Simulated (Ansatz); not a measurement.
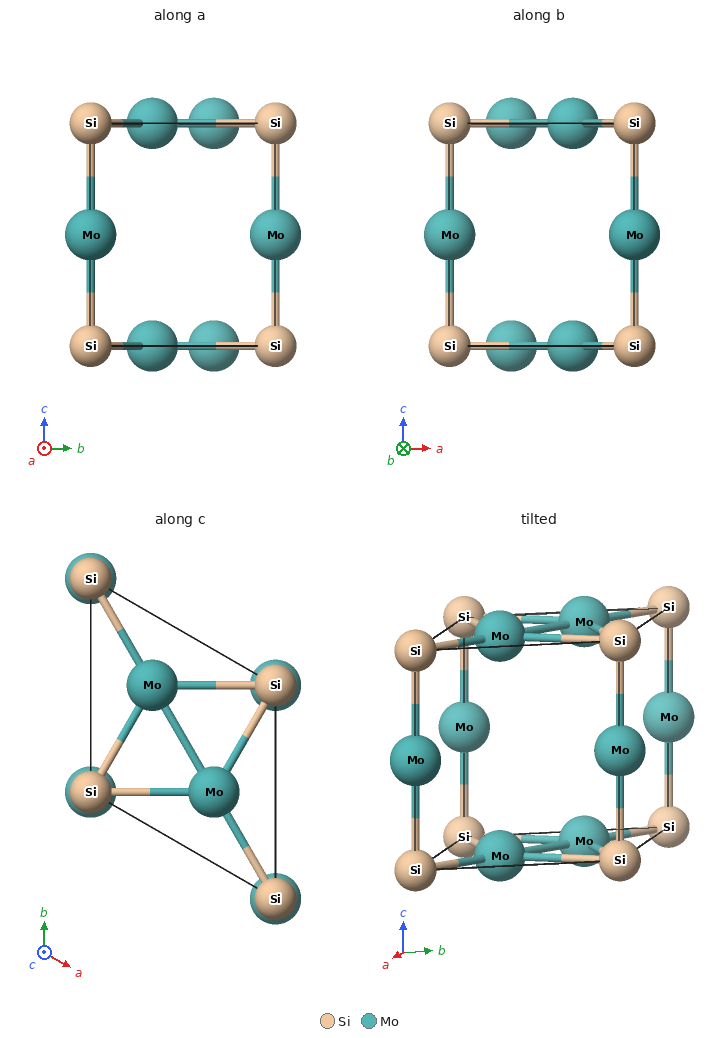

We look at a ball-and-stick model of the crystal along the a axis, along the b axis, along the c axis and slightly off an axis. The outline marks the conventional unit cell.

Lattice parameters: a = 4.384 Å, b = 4.384 Å, c = 4.571 Å, α = 90.00°, β = 90.00°, γ = 120.00°. Put a along x and b in the xy plane.

**Express the structure as a POSCAR file.**

```
Si Mo
1.0
     4.384    0.000    0.000
    -2.192    3.797    0.000
     0.000    0.000    4.571
Si Mo
1 3
Direct
  0.0000 0.0000 0.0000
  0.0000 0.0000 0.5000
  0.3333 0.6667 0.0000
  0.6667 0.3333 0.0000
```

The initial geometry was a structure type filled with these elements by a generator (whether the compound takes this form wasn't checked). The structure drawn was relaxed with DFT r2SCAN, scalar-relativistic, plane waves, PAW (Ansatz).
